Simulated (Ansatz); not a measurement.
**Single-point calculation, with input and output: Ge$_{48}$Si (part 1 of 2)**

Ge$_{48}$Si (defect cell, 49 atoms in the cell), computed with DFT PBE, scalar-relativistic, plane waves, PAW, spin-polarised (Ansatz 0.2.0).

The structure derives from a Materials Project entry. Figures and captions count atoms from 1; the log counts them from 0 in places.

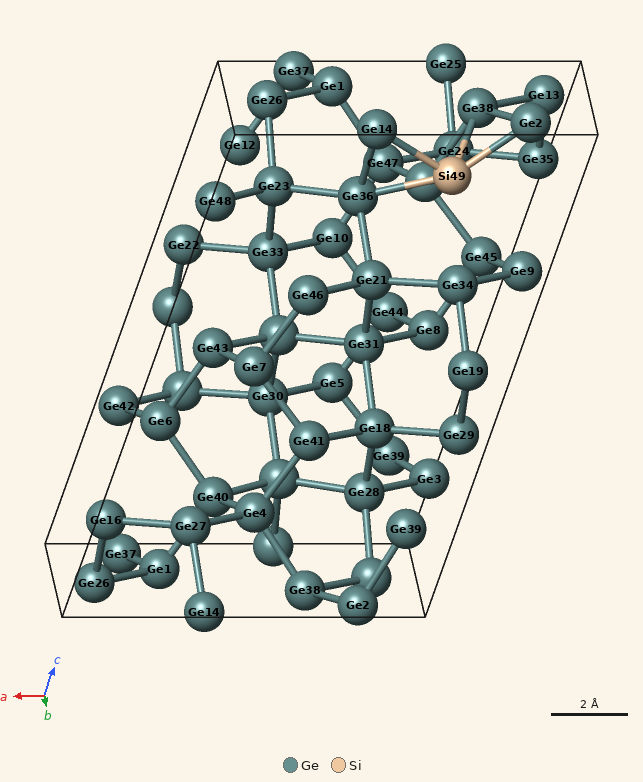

**Figure 1.** The input geometry (ball-and-stick view of the cell of the calculation, seen at an oblique angle; atoms are numbered from 1 in the order of the input). An atom can appear more than once, as a periodic image.

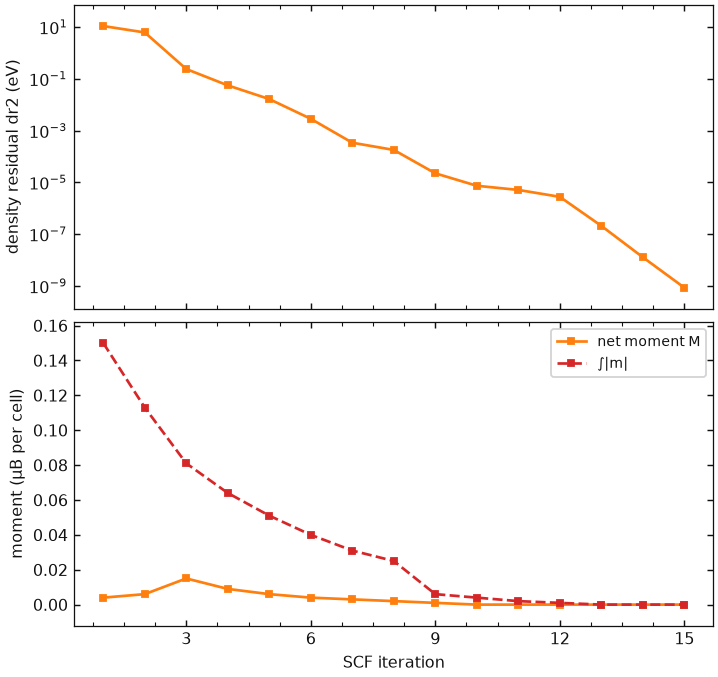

**Figure 2.** Convergence of the self-consistent field: density residual dr2 and magnetic moment against the SCF iteration. The residual falls at every step. The net moment stays at 0.0 μB per cell, and ∫|m| falls to zero.

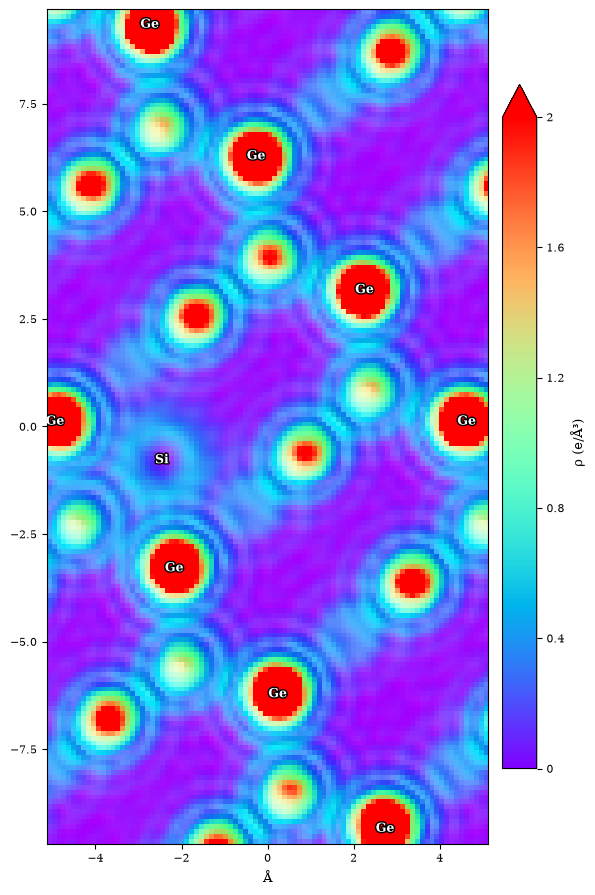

**Figure 3.** Valence electron density on the (101) plane of the calculation cell. Si–Ge (2.54 Å): ρ is about 0.43 e/Å³ halfway, with its minimum of 0.35 e/Å³ about 1.1 Å from Si. Si–Ge (2.64 Å): the density is about 0.35 e/Å³ at the midpoint, with its minimum of 0.32 e/Å³ about 1.2 Å from Si. The density dies away to nearly zero in the voids. Core electrons are frozen (PAW), so the fields are smoothed inside the atomic spheres.

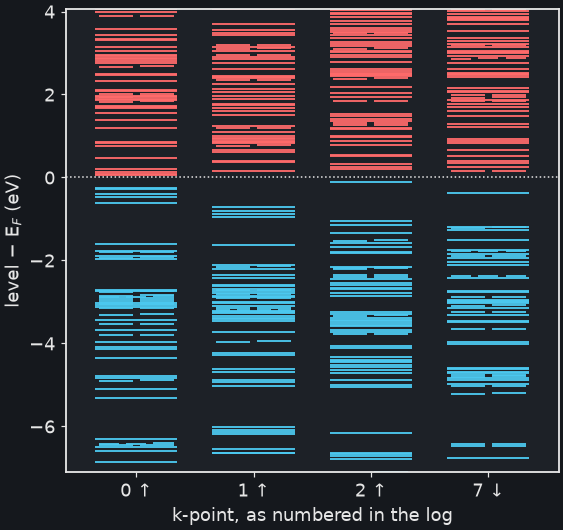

**Figure 4.** Kohn–Sham levels near the Fermi level (dotted) at the few k-points that the log prints; levels within 0.02 eV of each other stand side by side. The system is metallic on the full mesh.

The input and output of the run follow.

Input file
```yaml
crystal:
  lattice:
    - [-5.996379, 3.462011, 6.599378]
    - [5.996379, -3.462011, 6.599378]
    - [5.996379, 10.386033, -6.599378]
  atoms:
    - { symbol: Ge, position: [0.7036457535, 0.3619033415, 0.0031298614] }
    - { symbol: Ge, position: [0.182724149, 0.8785064218, 0.0064166487] }
    - { symbol: Ge, position: [0.029833016, 0.1980121096, 0.1652462775] }
    - { symbol: Ge, position: [0.5372239732, 0.6993969397, 0.17128268] }
    - { symbol: Ge, position: [0.3713374629, 0.0313987373, 0.338774318] }
    - { symbol: Ge, position: [0.86710444, 0.5324395039, 0.3357021935] }
    - { symbol: Ge, position: [0.7018114969, 0.8606006237, 0.498402843] }
    - { symbol: Ge, position: [0.1982855998, 0.36356177, 0.4978337105] }
    - { symbol: Ge, position: [0.0380929512, 0.6965720667, 0.6707061764] }
    - { symbol: Ge, position: [0.5331910556, 0.194157368, 0.663264064] }
    - { symbol: Ge, position: [0.371208894, 0.5130040001, 0.827906611], spin: 0.2 }
    - { symbol: Ge, position: [0.8602811281, 0.0338974184, 0.8315008622] }
    - { symbol: Ge, position: [0.1222048113, 0.4526540268, -0.0012063638] }
    - { symbol: Ge, position: [0.6062686882, 0.9366474519, 0.0016158104], spin: 0.2 }
    - { symbol: Ge, position: [0.4541666662, 0.2932623594, 0.1792831849] }
    - { symbol: Ge, position: [0.9491448697, 0.7800010428, 0.1688783914] }
    - { symbol: Ge, position: [0.7865337575, 0.116351886, 0.3351114083] }
    - { symbol: Ge, position: [0.2794702142, 0.613177453, 0.3323747408] }
    - { symbol: Ge, position: [0.1188237865, 0.9463490416, 0.5027327516] }
    - { symbol: Ge, position: [0.615669562, 0.4502539467, 0.5009973404] }
    - { symbol: Ge, position: [0.4529675761, 0.7789006397, 0.6651931569] }
    - { symbol: Ge, position: [0.9460189512, 0.2768658703, 0.6623934978] }
    - { symbol: Ge, position: [0.7950493179, 0.6050762835, 0.8332478526] }
    - { symbol: Ge, position: [0.2766571185, 0.1178701921, 0.8323207342] }
    - { symbol: Ge, position: [0.3782159295, 0.0739952951, 0.0064211759] }
    - { symbol: Ge, position: [0.8914827066, 0.5497667457, 0.0031378937] }
    - { symbol: Ge, position: [0.7221599014, 0.8843651493, 0.1712968346] }
    - { symbol: Ge, position: [0.2174968551, 0.385711528, 0.1652628396] }
    - { symbol: Ge, position: [0.0535300061, 0.7189068323, 0.3357132942] }
    - { symbol: Ge, position: [0.5576401722, 0.2177471383, 0.3387753508] }
    - { symbol: Ge, position: [0.3845366297, 0.549844849, 0.4978357524] }
    - { symbol: Ge, position: [0.8880783424, 0.0468913569, 0.4984101459] }
    - { symbol: Ge, position: [0.7193733728, 0.3803588921, 0.6632608682] }
    - { symbol: Ge, position: [0.2244114492, 0.8829020625, 0.6707136977] }
    - { symbol: Ge, position: [0.0478633337, 0.2214850834, 0.8314994827] }
    - { symbol: Ge, position: [0.5652200127, 0.7070108256, 0.8279227224], spin: 0.2 }
    - { symbol: Ge, position: [0.7963976762, 0.1268308405, -0.0012066591] }
    - { symbol: Ge, position: [0.3152353084, 0.6455812254, 0.0016087005], spin: 0.2 }
    - { symbol: Ge, position: [0.1363267061, 0.975375748, 0.1792838194] }
    - { symbol: Ge, position: [0.6391670782, 0.4699973537, 0.1688733218] }
    - { symbol: Ge, position: [0.4690593504, 0.7988355271, 0.3351008462] }
    - { symbol: Ge, position: [0.9695010789, 0.3031615433, 0.3323673829] }
    - { symbol: Ge, position: [0.8066746013, 0.6341713189, 0.5027197296] }
    - { symbol: Ge, position: [0.3010432605, 0.1355921058, 0.5009926836] }
    - { symbol: Ge, position: [0.1365748315, 0.4624932824, 0.6651840778] }
    - { symbol: Ge, position: [0.6358122791, 0.966637089, 0.6623846862] }
    - { symbol: Ge, position: [0.4784410672, 0.2884829564, 0.833246447] }
    - { symbol: Ge, position: [0.9647359962, 0.8059301261, 0.832317066] }
    - { symbol: Si, position: [0.3369728622, 0.7975097685, 0.8842197499], spin: 0.2 }
magnetization:
  spin_polarized: true
basis:
  ecutwfc: 420
  fft_grid_basis: typed
kpoints:
  mp_grid: { grid: [2, 2, 2] }
hamiltonian:
  xc: pbe
  pseudopotentials: { kind: paw }
scf:
  occupations: { method: gaussian, width: 0.05 }
output:
  forces: true
  stress: false
  eigenvalues: true
  bader: true
  write_density: true
  volumetric_format: npy
  populations: true
```

Launch command:
```bash
ansatz run input.yaml --threads 8 --pin off --max-ram 16384MiB --backend cpu --events-out ev --progress --plain --runs-dir out
```

What the program printed
```
Engine: ansatz 0.2.0, aarch64-unknown-linux-gnu
Pseudopotentials: kind: paw
Pseudopotential: Ge, paw, valence charge 14, recommended cutoff 420 eV (normal), Ge.paw.azcp
Pseudopotential: Si, paw, valence charge 4, recommended cutoff 420 eV (normal), Si.paw.azcp
Functional definition: PBE
  parameter kappa = 0.804
  parameter beta = 0.06672455060314922
  exchange = pbe_x(kappa = kappa, mu = beta*pi^2/3)
  correlation = pbe_c(beta = beta)
Crystal: 49 atoms, lattice volume = 1096.000 Å³
Basis set: ecut = 420 eV, 21365 PW (Γ), exchange–correlation on 128×128×192 points (8 copies of the dense FFT grid, shifted against one another)
Bands: 407, of which v1, the nominal top of the filled ones, is band 338 counted from 1 (337 counted from 0)
Symmetry: 1 space group operations
Space group: P1 (ITA 1), of the structure as read, at distance tolerance 1.0e-4 Å
Magnetic group: BNS 1.1 (UNI 1), of the structure as read, at distance tolerance 1.0e-4 Å
k-points: 8
Non-local potential: Ge, projectors of the file, l = 0: 2, l = 1: 2, l = 2: 3, l = 3: 1
Non-local potential: Si, projectors of the file, l = 0: 2, l = 1: 2, l = 2: 2
PAW form: soft (Blöchl's): semilocal exchange-correlation on the pseudo side does not see the compensation charge
PAW one-centre angular grid: Ge, 590 points (default); XC on 64 Gauss nodes
PAW one-centre angular grid: Si, 110 points (default); XC on 64 Gauss nodes
Initial density: superposition of atomic densities (chi_scale 0.1, normalization cell)
Starting moments: Σ|m| = 1 μB on 5 of 49 sites
Initial wavefunctions: pseudopotential atomic-orbital guess
Functional: x = pbe(κ = 0.804, μ = 0.2195149727645171), c = pbe(β = 0.06672455060314922)
iter 1 solved again at ethr=1.62e-3 eV; its pass at ethr=3.10e-3 eV (dr2=1.10e1 eV) is discarded
SCF iter   1: F=—  HF=-206791.338752 eV  |F-HF|=—  |Δ(HF+E_count)|=         —  Δρ=1.78e-2 (↑1.74e-2 ↓1.78e-2)  dr2=1.10e1  dr2_m=3.15e-1  M=0.004 μB ∫|m|=0.150 μB  β_m=0.30  ethr=1.62e-3  ⟨swp⟩=1.5  Hψ=30816  notcnv=0
preconditioner: auto → Resta (q_TF=auto, 2.517 Å⁻¹)  ε∞=2.7  [insulator: Δε(μ)=0.180 eV  Ē_g=22.205 eV  σ=0.050 eV  W_gap=0.99  n_scr=300 (ndim 8)  ℏωp=29.2 eV  f_vac=0.007  D(μ)=0.36/eV (n_scr^D=0)  ε∞_Penn≈2.7]
spin=Collinear: Resta preconditioning applied to the charge; magnetization (m = ρ↑ − ρ↓) channel mixes plain (no charge-response kernel on spin).
SCF iter   2: F=—  HF=-206790.792189 eV  |F-HF|=—  |Δ(HF+E_count)|=   5.47e-1  Δρ=1.34e-2 (↑1.31e-2 ↓1.34e-2)  dr2=6.22e0  dr2_m=1.57e-1  M=0.006 μB ∫|m|=0.113 μB  β_m=0.30  ethr=1.62e-3  ⟨swp⟩=1.1  Hψ=6513  notcnv=0
SCF iter   3: F=—  HF=-206790.077215 eV  |F-HF|=—  |Δ(HF+E_count)|=   7.15e-1  Δρ=3.50e-3 (↑3.09e-3 ↓3.50e-3)  dr2=2.40e-1  dr2_m=7.78e-2  M=0.015 μB ∫|m|=0.081 μB  β_m=0.30  ethr=9.20e-4  ⟨swp⟩=3.5  Hψ=7862  notcnv=0
SCF iter   4: F=—  HF=-206790.089960 eV  |F-HF|=—  |Δ(HF+E_count)|=   1.27e-2  Δρ=2.24e-3 (↑2.19e-3 ↓2.24e-3)  dr2=5.62e-2  dr2_m=3.87e-2  M=0.009 μB ∫|m|=0.064 μB  β_m=0.30  ethr=3.55e-5  ⟨swp⟩=2.0  Hψ=8562  notcnv=0  defer=3
SCF iter   5: F=—  HF=-206790.123014 eV  |F-HF|=—  |Δ(HF+E_count)|=   3.31e-2  Δρ=1.51e-3 (↑1.51e-3 ↓1.51e-3)  dr2=1.66e-2  dr2_m=1.93e-2  M=0.006 μB ∫|m|=0.051 μB  β_m=0.30  ethr=8.32e-6  ⟨swp⟩=2.0  Hψ=7426  notcnv=0  defer=3
SCF iter   6: F=—  HF=-206790.146078 eV  |F-HF|=—  |Δ(HF+E_count)|=   2.31e-2  Δρ=1.01e-3 (↑1.01e-3 ↓1.00e-3)  dr2=2.87e-3  dr2_m=9.59e-3  M=0.004 μB ∫|m|=0.040 μB  β_m=0.30  ethr=2.46e-6  ⟨swp⟩=2.0  Hψ=7718  notcnv=0  defer=3
SCF iter   7: F=—  HF=-206790.150480 eV  |F-HF|=—  |Δ(HF+E_count)|=   4.40e-3  Δρ=6.95e-4 (↑6.95e-4 ↓6.94e-4)  dr2=3.42e-4  dr2_m=4.78e-3  M=0.003 μB ∫|m|=0.031 μB  β_m=0.30  ethr=4.24e-7  ⟨swp⟩=2.0  Hψ=7720  notcnv=0  defer=3
Mixer restart at iter 7: flushing history
spin-set hold released at iteration 7 (site moments contracting): the magnetisation degrees of freedom join the quasi-Newton model from the next iteration; the mixer history was flushed
SCF iter   8: F=—  HF=-206790.151013 eV  |F-HF|=—  |Δ(HF+E_count)|=   5.34e-4  Δρ=4.93e-4 (↑4.93e-4 ↓4.89e-4)  dr2=1.80e-4  dr2_m=2.39e-3  M=0.002 μB ∫|m|=0.025 μB  β_m=0.65  ethr=5.06e-8  ⟨swp⟩=2.0  Hψ=7250  notcnv=0  defer=3
SCF iter   9: F=—  HF=-206790.151822 eV  |F-HF|=—  |Δ(HF+E_count)|=   8.09e-4  Δρ=2.44e-5 (↑2.44e-5 ↓2.04e-5)  dr2=2.25e-5  dr2_m=2.53e-6  M=0.001 μB ∫|m|=0.006 μB  β_m=0.65  ethr=2.66e-8  ⟨swp⟩=2.6  Hψ=11537  notcnv=0  defer=3
SCF iter  10: F=—  HF=-206790.152307 eV  |F-HF|=—  |Δ(HF+E_count)|=   4.85e-4  Δρ=1.43e-5 (↑1.21e-5 ↓1.43e-5)  dr2=7.43e-6  dr2_m=1.01e-6  M=0.000 μB ∫|m|=0.004 μB  β_m=0.81  ethr=3.33e-9  ⟨swp⟩=2.0  Hψ=11622  notcnv=0  defer=63
SCF iter  11: F=—  HF=-206790.152322 eV  |F-HF|=—  |Δ(HF+E_count)|=   1.50e-5  Δρ=7.35e-6 (↑7.35e-6 ↓6.47e-6)  dr2=5.13e-6  dr2_m=2.23e-7  M=0.000 μB ∫|m|=0.002 μB  β_m=0.87  ethr=1.10e-9  ⟨swp⟩=2.4  Hψ=7858  notcnv=0  defer=190
SCF iter  12: F=—  HF=-206790.152326 eV  |F-HF|=—  |Δ(HF+E_count)|=   4.25e-6  Δρ=3.65e-6 (↑3.65e-6 ↓3.43e-6)  dr2=2.78e-6  dr2_m=3.02e-8  M=0.000 μB ∫|m|=0.001 μB  β_m=0.72  ethr=7.59e-10  ⟨swp⟩=2.1  Hψ=11563  notcnv=0  defer=190
SCF iter  13: F=—  HF=-206790.152327 eV  |F-HF|=—  |Δ(HF+E_count)|=   2.87e-7  Δρ=1.57e-6 (↑1.47e-6 ↓1.57e-6)  dr2=2.10e-7  dr2_m=4.96e-9  M=0.000 μB ∫|m|=0.000 μB  β_m=0.60  ethr=4.11e-10  ⟨swp⟩=2.0  Hψ=7715  notcnv=0  defer=190
SCF iter  14: F=—  HF=-206790.152327 eV  |F-HF|=—  |Δ(HF+E_count)|=   4.26e-8  Δρ=4.72e-7 (↑4.43e-7 ↓4.72e-7)  dr2=1.29e-8  dr2_m=1.26e-9  M=0.000 μB ∫|m|=0.000 μB  β_m=0.69  ethr=1.48e-11  ⟨swp⟩=6.0  Hψ=22095  notcnv=0
SCF iter  15: F=-206790.152327 eV  HF=-206790.152327 eV  |F-HF|=5.53e-10  |Δ(HF+E_count)|=   9.72e-9  Δρ=2.14e-7 (↑2.03e-7 ↓2.14e-7)  dr2=8.61e-10  dr2_m=3.70e-10  M=0.000 μB ∫|m|=0.000 μB  ethr=1.91e-12  ⟨swp⟩=3.0  Hψ=13539  notcnv=0
SCF 1 converged in 15 iterations: F = -206790.152327 eV  dr2 = 8.61e-10
  greatest PAW one-centre occupation: 0.998 electrons in one spin orbital (limit 2), on the Ge atom at site 24 (counted from 0), in its partial waves of l = 2
WARN: the starting moments were not kept: the SCF closed with an absolute magnetisation of 8.5e-5 μB, where they sum to 1 μB in size (5 sites). That is at most 0.1 of that sum. Measured as dr2_m measures the in/out step, that magnetisation stands 1.2e-10 eV from none, at or under the dr2_threshold of 1.0e-7 eV: it is no larger than a step whose dr2_m would equal this threshold. The system may hold no moment; this SCF shows only that its start led to no more than that. To try another start: raise the starting moments (crystal.atoms[].spin, magnetization.per_species, magnetization.initial_magnetization, or on a non-collinear deck that types none of these the spinor_matrix: blocks that start its atoms; where the total moment is fixed, keep their sum and leave initial_magnetization as it is; typed ones take the place of any that the run laid by itself, positive ones on a crystal's lanthanoids without a Hubbard term where scf.initial_density.shell_occupations: [] is typed) or, if the notice of its spin-set hold's release reads "site moments contracting" or "site moments show no strong build", lengthen the hold (scf.mixing.spin_hold: { on: { confirm: 4 } }; for m-r²SCAN on two components see the key's manual first). Each may lead to a state that holds a moment. A second SCF, from the converged charge density, with the starting moments and any scf.initial_density.shell_occupations laid on it anew, would have followed, and was not run: the deck does not ask for one (magnetization.retry_lost_moments is false, the default). To let it run, set magnetization.retry_lost_moments: true and run the deck again, where that key's refused combinations let it; where memory then withholds it, that run's warning says so.
SCF converged after 15 iterations
Magnetization: 0.0000 μB (338.0000 up, 338.0000 down)
Absolute magnetization: 0.0001 μB (∫|ρ↑−ρ↓|, with the PAW one-centre terms)
Spin contamination: 0.0000 ħ² per cell (⟨S²⟩ above its minimum at these occupations)
Per-site moments (μB) at R_I (Å): [(1.2429850162749218e-7, 1.008496025094399), (8.185166941482985e-7, 1.004878204318139), (4.250699549684114e-7, 1.0070248589184736), (2.537047659004232e-7, 1.0057989289599611), (-1.2494226221895815e-7, 1.0060303998235205), (-1.5158461876156789e-7, 1.0053816640077204), (-1.3260946672934867e-7, 1.0065923695203125), (2.220100479178437e-8, 1.0072994721241768), (-3.440916771732564e-8, 1.0140697595533799), (-1.9896699559275288e-7, 1.0015638545332972), (-3.290470533825109e-7, 1.004972170822452), (7.546334001155693e-8, 1.0064570365934467), (1.2756549181009524e-6, 1.0090803047196395), (-1.5151594361939938e-6, 1.0093127846591152), (3.0160914280888954e-7, 1.0048784789049867), (1.033370485613847e-7, 1.0058094158788793), (-1.2032599067543424e-7, 1.0080232371607722), (1.900155690597375e-7, 1.0053710940929348), (1.573152568568476e-7, 1.0065781099638202), (-3.684779573965852e-8, 1.0062216745824568), (6.053975473019436e-7, 1.0106477266909386), (3.5252092456672465e-7, 1.0015560228520222), (2.611947758435171e-8, 1.0049454834030989), (4.6687389989214106e-8, 1.0073603248083205), (8.164407510610629e-7, 1.0048784789049867), (1.2580905294075065e-7, 1.0084957636209888), (2.54750974423069e-7, 1.0058094158788793), (4.25201258123196e-7, 1.0070087177103901), (-1.5131128523500683e-7, 1.0053710940929348), (-1.2435778239368128e-7, 1.0060291858319939), (2.2347638750096994e-8, 1.0072992640908716), (-1.3342746289512388e-7, 1.0065781099638202), (-1.978415774888899e-7, 1.0015560228520222), (-3.352116669908803e-8, 1.014061636554758), (7.67415334021404e-8, 1.0064628804179587), (-3.2747118932928314e-7, 1.0049454834030989), (1.2744168306083544e-6, 1.0090827448790594), (-1.516043706283346e-6, 1.0093284388794552), (3.003776531541757e-7, 1.004878204318139), (1.0202840215362592e-7, 1.0057989289599611), (-1.2198421996254083e-7, 1.0080226371163663), (1.9114067923526041e-7, 1.0053816640077204), (1.5767524438570325e-7, 1.0065923695203125), (-3.653820339786733e-8, 1.0062172928828004), (6.035734482703686e-7, 1.0106420935610096), (3.5329911853061913e-7, 1.0015638545332972), (2.7195391071600825e-8, 1.004972170822452), (4.742622527257104e-8, 1.0073723650354345), (-2.122199603450971e-6, 1.0487928829678044)]
Free energy (F): -206790.152327 eV
Harris-Foulkes:  -206790.152327 eV  (|F-HF|=5.53e-10)
Internal energy: -206790.150677 eV  (E = F + TS)
E sigma→0 (E₀):  -206790.151502 eV
Entropy (-TS):   -0.001650 eV (-0.034 meV/atom)
Fermi energy:    9.000470 eV
--- Per-component energies (eV) ---
  E_band       = -7098.177531
  E_kinetic    = 5399.173364
  E_local      = -118697.403138  (includes V_loc(G=0)·N_el)
  E_nonlocal   = 20113.126588
  E_hartree    = 52126.572479
  E_xc         = -3688.383347
  E_vxc        = -3155.519299  (∫ρ·V_xc dr)
  E_paw        = -97459.459064  (= ΣΔE_a)
  E_vpaw       = -15010.715309  (= ΣTr[D̂ρ^β])
  E_aug_tail   = 0.016229  (compensation charges beyond the density's cutoff)
  E_ewald      = -64583.793788
  E_smearing   = -0.001650  (= −TS)
  E_closure    = -0.000000  (closes the sum)
  Σ components = -206790.152327   (vs F -206790.152327, Δ=0.00e0)
```
